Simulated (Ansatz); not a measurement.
Input file:

```
crystal:
  lattice:
    - [1.5651666427, 0.9036493825, 4.9385349642]
    - [-1.5651666427, 0.9036493825, 4.9385349642]
    - [0.0, -1.807298765, 4.9385349642]
  atoms:
    - { symbol: Co, position: [1.0039664447, 1.0039664447, 1.0039664447], spin: -1.75 }
    - { symbol: Co, position: [0.4970677035, 0.4970677035, 0.4970677035], spin: 2.09 }
    - { symbol: O, position: [0.3719383118, 0.3719383118, 0.3719383118] }
    - { symbol: O, position: [0.87702689, 0.87702689, 0.87702689], spin: 0.17 }
basis:
  ecutwfc: 420
kpoints:
  mp_grid: { grid: [18, 18, 18] }
hamiltonian:
  xc: pbesol
scf:
  occupations: { method: gaussian, width: 0.1 }
output:
  forces: true
  stress: true
  eigenvalues: true
  populations: true
  write_density: true
  write_potential: true
  elf: true
  volumetric_format: npy
magnetization:
  spin_polarized: true
relax:
  adjacent_minimum: "off"
  f_tol: 0.005
  max_steps: 80
  cell: { stress_tol: 0.05 }
```

Launched as:

```sh
ansatz run input.yaml --threads 1 --pin off --max-ram 2560MiB --backend cpu --events-out ev --progress --plain --runs-dir out
```

Below, planes, directions and counts refer to the conventional cell (a = 3.13 Å, b = 3.13 Å, c = 14.82 Å, α = 90.00°, β = 90.00°, γ = 120.00°).

The fields are those of the run's last geometry, not of the input's.

Space group R3m; a structure from a database of computed crystals, not necessarily the ambient phase; spin-polarised.

The calculation used DFT PBEsol, scalar-relativistic, plane waves, PAW in Ansatz.

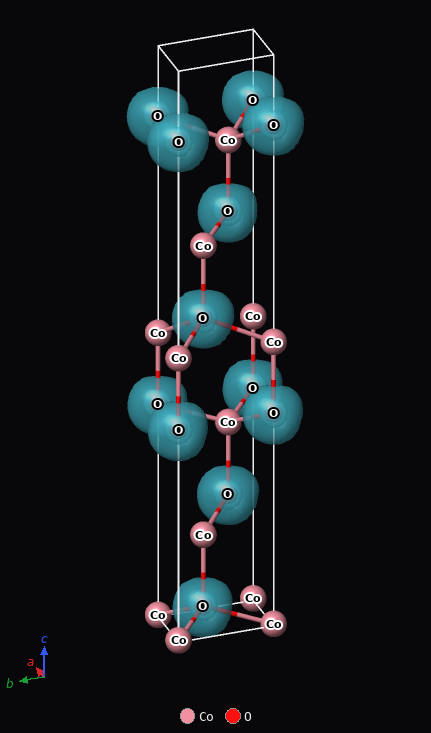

CoO. Isosurface of the ELF at 0.7 (cyan), seen at an oblique angle. Core shells and regions of very low density are left out. Sticks mark near contacts.

Core electrons are frozen (PAW), and the valence fields are smoothed inside the atomic spheres.

**Where are the electrons localised?**

The ELF exceeds this value in six regions wrapped around O (the valence shell of each), counted in one cell of 12 atoms. Regions shared between cells count once. Profiles from the grid: Co–O (1.85 Å): the ELF peaks at about 0.85 in the valence shell of O, 0.6 Å from its nucleus, and is about 0.20 at the midpoint; no shared electron pair shows on this line. Co–O (1.93 Å): the ELF peaks at about 0.85 in the valence shell of O, 0.6 Å from its nucleus, and is about 0.20 at the midpoint: no localised pair shows between them.

**Does the calculation make it a metal, or give it a gap?**

It is metallic or semimetallic at this level of theory: no gap opens; semilocal functionals without U, or without the true magnetic order, often close the gap of such compounds.
